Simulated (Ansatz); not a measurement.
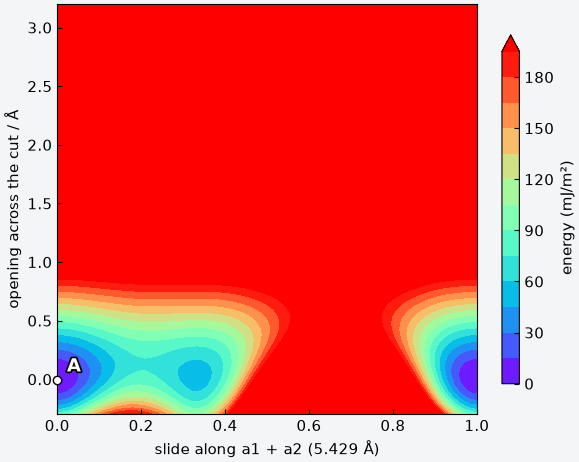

MoS₂ (R-3m, No. 166; 9 atoms in the cell). Rigid slide and opening across a plane, one cut a cell; the plane is (0 0 1) of the conventional cell, and the faces at the cut hold S and S. The first coordinate is: slide along a1 + a2 (5.429 Å); the second: opening across the cut. Nothing is relaxed (rigid halves). The scan uses a 12 × 7 grid. Points are written as (first, second). Energies: mJ/m², counted from the lowest grid point. Level of theory: Ansatz 0.2.0, DFT PBE+D3(BJ), scalar-relativistic, plane waves, PAW. Settings: cutoff 420 eV, k-mesh 14×14×3 in the order of the run's cell vectors, gaussian smearing 0.15 eV, no spin polarisation.

The picture shows filled contours, one colour for all values above the top of the scale, the point A. Between grid points the surface is interpolated.

### Find the lowest pass out of the well at A.

The easiest path leads from the well at (0.000, 0.0 Å) to the well at (0.333, 0.0 Å), about 52 mJ/m² higher. Its highest point lies about 73 mJ/m² above the bottom of the first well on the interpolated surface, at about (0.21, 0.1 Å). Seen from the upper well the barrier is about 21 mJ/m². The start is the relaxed structure and all else is held, so a fully relaxed path at this level can only be lower.

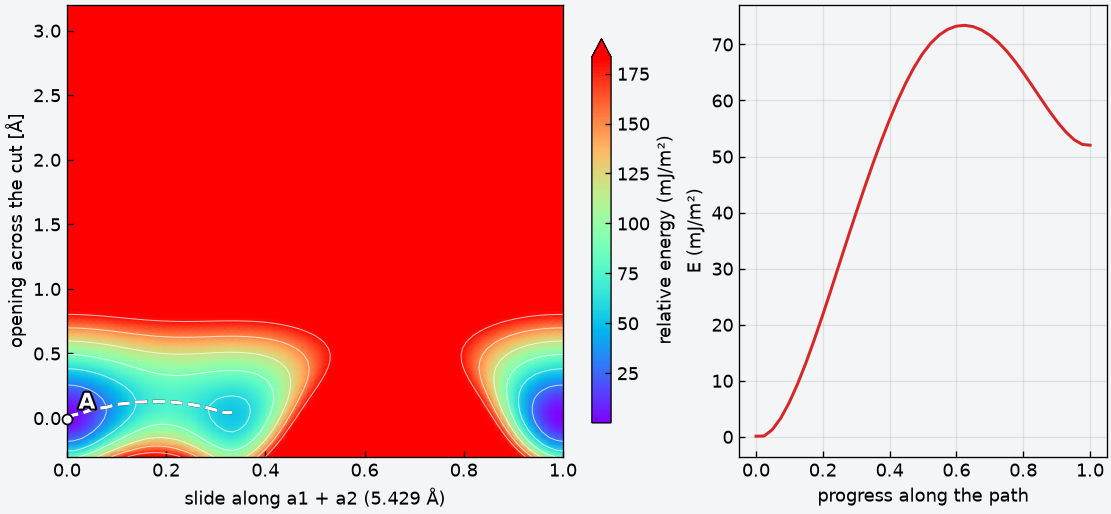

In the figure: a smooth colour map with a few white contour lines, a line along the lowest path, one colour for all values above the top of the scale, the energy along the path at the right. Between grid points the surface is interpolated.

PAW datasets: the set soft_1.
